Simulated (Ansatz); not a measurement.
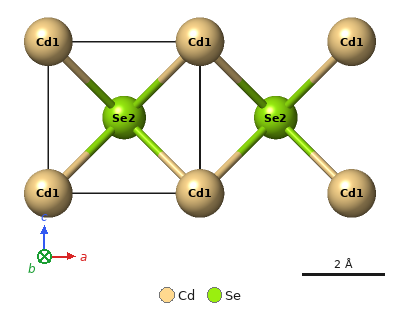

Starting structure of a crystal of CdSe (a generated structure, set up in Pm-3m) (coarse preliminary run). Style: ball-and-stick. Shown: the cell of the calculation, repeated 2 × 1 × 1 with one cell outlined, along the b axis.

Computed with Ansatz 0.2.0, DFT PBE, scalar-relativistic, plane waves, PAW.

Input file:
```yaml
crystal:
  lattice:
    - [3.70631087, 0.0, 0.0]
    - [0.0, 3.70631087, 0.0]
    - [0.0, 0.0, 3.70631087]
  atoms:
    - { symbol: Cd, position: [0.0, 0.0, 0.0] }
    - { symbol: Se, position: [0.5, 0.5, 0.5] }
basis:
  ecutwfc: 420
kpoints:
  mp_grid: { grid: [6, 6, 6] }
hamiltonian:
  xc: pbe
scf:
  occupations: { method: gaussian, width: 0.1 }
  lower_state_search: "off"
output:
  forces: true
  stress: true
  eigenvalues: true
relax:
  adjacent_minimum: "off"
  f_tol: 0.04
  max_steps: 70
  cell: { stress_tol: 0.4 }
```

Command:
```bash
ansatz run input.yaml --threads 1 --pin off --max-ram 2048MiB --backend cpu --events-out ev --progress --plain --runs-dir out
```

Predict the outcome.

Answer. The atoms keep their places relative to the cell (all moves are under 0.005 Å). The drawn cell changes as follows: a = b = c 3.706 → 3.555 Å (−4.1 %); the volume changes by −11.7 %. Near-neighbour distances that change, for instance: Cd1–Se2 3.210 → 3.079 Å. The space group stays Pm-3m (No. 221). The energy falls by 56.2 meV per atom in 1 accepted move (2 points after the start). All forces vanish by symmetry, so only the cell relaxes. Pressure: −5.31 GPa at the start and −0.01 GPa at the end. The SCF was repeated once at an unchanged geometry on a basis and grid sized afresh for the cell, which shifted the energy by 0.7 meV per atom at most. The run took 7.3 s on 1 thread of Arm Neoverse N1, with other jobs on the host, peak memory 0.31 GiB.

Final geometry:

```
CELL_PARAMETERS angstrom
3.55521 0.00000 0.00000
0.00000 3.55521 0.00000
0.00000 0.00000 3.55521
ATOMIC_POSITIONS crystal
Cd 0.00000 0.00000 0.00000
Se 0.50000 0.50000 0.50000
```

The end point in the same view:

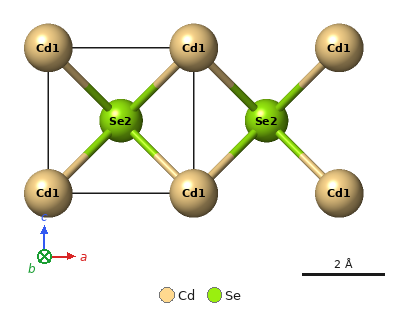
